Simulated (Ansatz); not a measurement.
System: AlNi$_{3}$.

The calculation's input:

```
crystal:
  lattice:
    - [0.0, 2.74585098, 2.74585098]
    - [2.8018887551, -0.0560377751, 2.8018887551]
    - [2.8018887551, 2.8018887551, -0.0560377751]
  atoms:
    - { symbol: Al, position: [0.5, 0.5, 0.5] }
    - { symbol: Ni, position: [0.25, 0.25, 0.25] }
    - { symbol: Ni, position: [0.0, 0.0, 0.0] }
    - { symbol: Ni, position: [0.75, 0.75, 0.75] }
basis:
  ecutwfc: 500
kpoints:
  mp_grid: { grid: [14, 14, 14] }
hamiltonian:
  xc: r2scan
scf:
  occupations: { method: gaussian, width: 0.15 }
output:
  forces: true
  stress: true
  eigenvalues: true
  write_density: true
  write_potential: true
  elf: true
  volumetric_format: npy
```

Command:

```sh
ansatz run input.yaml --threads 1 --pin off --max-ram 2560MiB --backend cpu --events-out ev --progress --plain --runs-dir out
```

Below, planes, directions and counts refer to the conventional cell (a = 3.88 Å, b = 4.04 Å, c = 5.60 Å, α = 90.00°, β = 90.00°, γ = 90.00°).

Space group Immm; a structure from a database of computed crystals, not necessarily the ambient phase; changed on purpose from its base cell (strain -0.0400 x Voigt [0, 0, 0, 1, 0, 0], atoms carried along); computed without spin polarisation.

The calculation used Ansatz, DFT r2SCAN, scalar-relativistic, plane waves, PAW.

What can the converged valence pseudo-density and electron localisation function tell about the bonding?

Al–Ni (2.39 Å): the density is about 0.34 e/Å³ at the midpoint; the ELF is about 0.40 at the midpoint.
Ni–Ni (2.39 Å): ρ at the midpoint is about 0.36 e/Å³; the ELF is about 0.20 at the midpoint; no shared electron pair shows on this line.

Does the calculation give a band gap?

It is gapless in this calculation (a metal or semimetal).

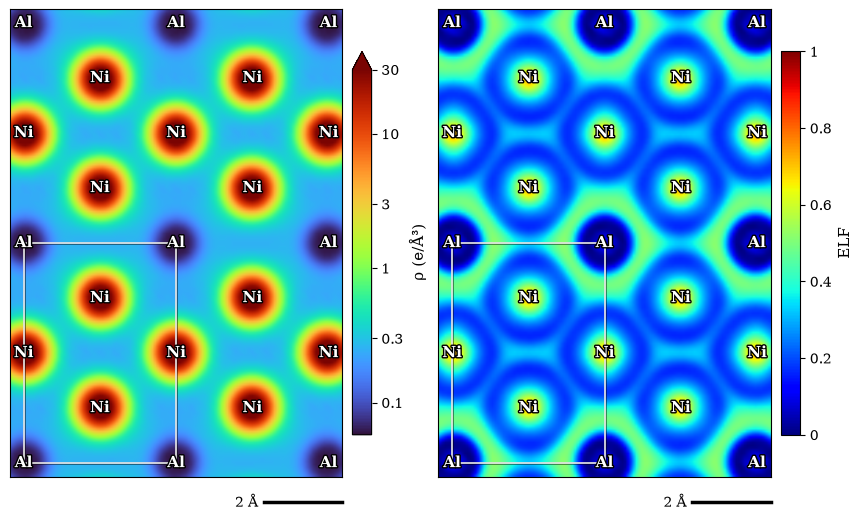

Computed valence pseudo-density and electron localisation function on the (010) plane of the conventional cell, in this order. 

Core electrons are frozen (PAW), and the valence fields are smoothed inside the atomic spheres.
